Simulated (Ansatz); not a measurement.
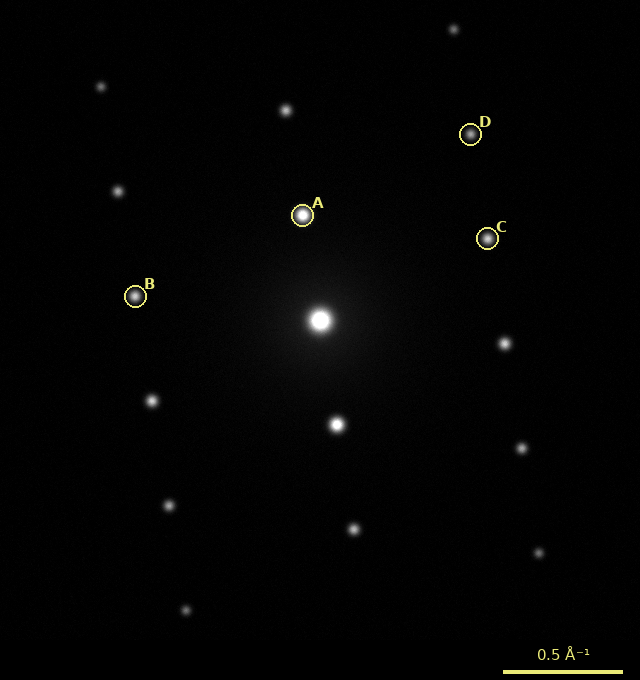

The pattern is a kinematic simulation for 200 kV electrons (no multiple scattering; isotropic B = 1 Å²). The zone axis points towards the electron source and the pattern is seen from the source side.

The sample is Mo, space group Fddd (No. 70), a = 2.65 Å, b = 5.43 Å, c = 8.94 Å. Structure: the input geometry of an electronic-structure calculation (not necessarily at equilibrium); the starting structure was generated, so it need not be a known form of this composition.

```cif
data_structure
_symmetry_space_group_name_H-M 'Fddd:1'
_symmetry_Int_Tables_number 70
_cell_length_a 2.6530
_cell_length_b 5.4250
_cell_length_c 8.9361
_cell_angle_alpha 90.000
_cell_angle_beta 90.000
_cell_angle_gamma 90.000
_cell_volume 128.61
loop_
_atom_site_label
_atom_site_type_symbol
_atom_site_symmetry_multiplicity
_atom_site_Wyckoff_symbol
_atom_site_fract_x
_atom_site_fract_y
_atom_site_fract_z
_atom_site_occupancy
Mo1 Mo 8 b 0.75000 0.75000 0.75000 1
```

Spot A is indexed 0 0 -4 and spot B -2 0 -2.

> Give hkl for C, D.

C = A − B = 2 0 -2 (d = 1.272 Å). D = 2A − B = 2 0 -6 (d = 0.991 Å).

> Which zone axis is this?

The cross product of A and B is parallel to [010]; every spot obeys hu + kv + lw = 0.

> What are the spacings of A and B and the angle between them?

d(A) = 2.234 Å, d(B) = 1.272 Å, and the angle is 73.5°.
